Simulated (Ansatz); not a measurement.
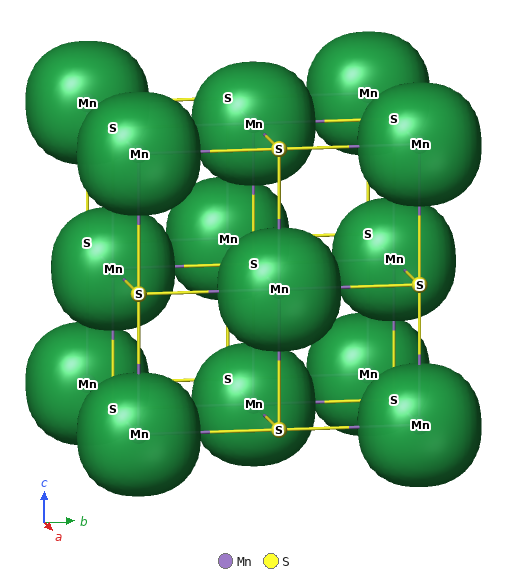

MnS. Isosurface of the magnetisation density (up minus down) at +0.05 e/Å³ (green), seen slightly off an axis. Sticks mark near contacts.

Space group Fm-3m; computed pressure about −17 GPa in this cell; spin-polarised.

Computed with Kohn-Sham DFT of a periodic cell, PBE, Ansatz PAW (Ansatz).

The density is the valence pseudo-density of a PAW calculation; it isn't the true density close to the nuclei.

### Describe the spin distribution.

The spin density sits on Mn: +3.0 μB (×4) in one cell of 8 atoms, with smaller moments on other sites: S (up to −0.10 μB): parallel main moments, as they must be, since the calculation's own cell holds one magnetic site. The cell of the calculation (2 atoms) carries 3.0 μB of net spin moment.
